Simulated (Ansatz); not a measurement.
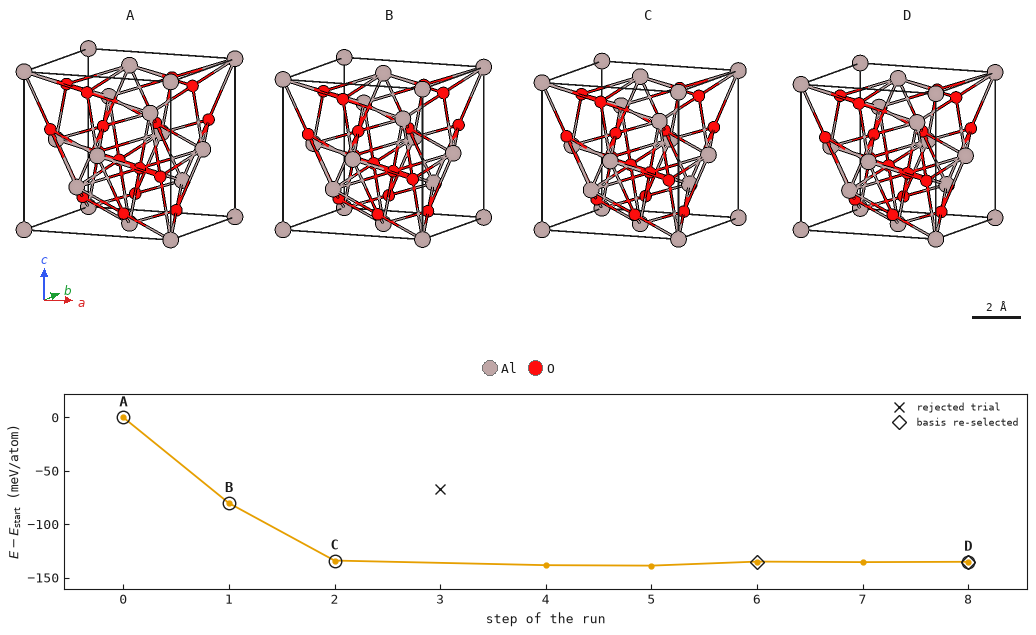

Frames of a relaxation of solid AlO2 (a generated structure, set up in Fd-3m) (coarse preliminary run), marked on the history of the run. The picture is a ball-and-stick view of the conventional cell (4 times the calculation's cell), seen slightly off an axis. Lengths and directions refer to the drawn axes.

The calculation used Ansatz 0.2.0, DFT PBE, scalar-relativistic, plane waves, PAW. Settings: plane-wave cutoff 420 eV; k-point mesh 4 × 4 × 4; occupations gaussian; smearing width 0.1 eV; collinear spin; cell and atoms relaxed; force threshold 0.04 eV/Å; at most 70 steps.

Q: Describe the path.

A: The atoms keep their places relative to the cell (all moves are under 0.005 Å). The volume changes by −22.1 %, with a = b = c 6.791 → 6.247 Å (−8.0 %). Near-neighbour distances that change, for instance: Al–O 2.815 → 2.590 Å. The space group stays Fd-3m (No. 227). After 5 accepted moves (8 points after the start) the energy has fallen by 135 meV per atom. All forces vanish by symmetry, so only the cell relaxes. The pressure goes from −9.96 to −0.01 GPa. The line search rejected the trial step at point 3 of the run. The SCF was repeated twice at an unchanged geometry on a basis and grid sized afresh for the cell, which shifted the energy by 3.8 meV per atom at most. The program noted that the starting moments weren't kept. The run took 29 s on 1 thread of Arm Neoverse V1, with other jobs on the host, peak memory 0.33 GiB. From step 0 to 1: volume −13.9 %, energy −80.2 meV per atom. From step 1 to 2: volume −6.3 %, energy −53.8 meV per atom. From step 2 to 8: volume −3.4 %, energy −1.2 meV per atom.

```tsv
step	E − E(0), meV/atom	pressure, GPa	volume, Å³/atom	note
0	0.00	-9.96	13.047	
1	-80.19	-3.25	11.230	
2	-133.94	-3.43	10.523	
3	-66.74	22.34	8.954	rejected
4	-138.26	-0.73	10.283	
5	-138.69	-0.02	10.225	
6	-134.92	-0.81	10.225	same geometry, new basis
7	-135.41	0.03	10.160	
8	-135.10	-0.01	10.160	same geometry, new basis
```
